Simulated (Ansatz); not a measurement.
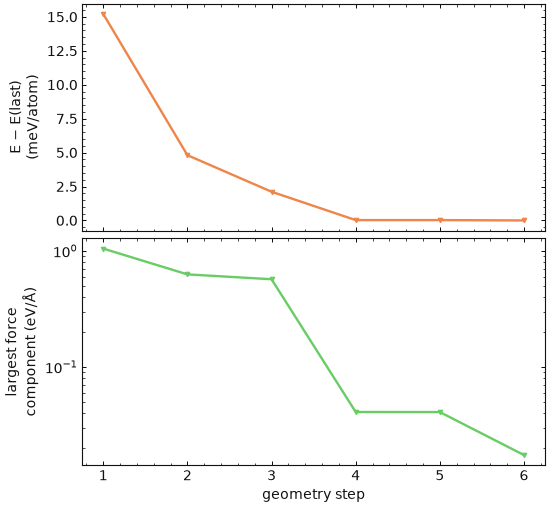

History of a geometry optimisation. Only the atoms move.

- system: Zn31S32 (defect cell, 63 atoms in the cell, total charge −2)
- method: Ansatz 0.2.0, DFT, PBE, plane-wave PAW, default files, scalar-relativistic; cutoff 420 eV, 3×3×1 k-mesh, Fermi–Dirac smearing of 0.01 eV

How did the optimisation end?

Answer. The optimisation met its thresholds at geometry 6, counting the start as the first. The energy fell by about 15 meV/atom from the first step to the last. The largest force component goes from about 1 eV/Å at the start to 0.017 eV/Å at the end.
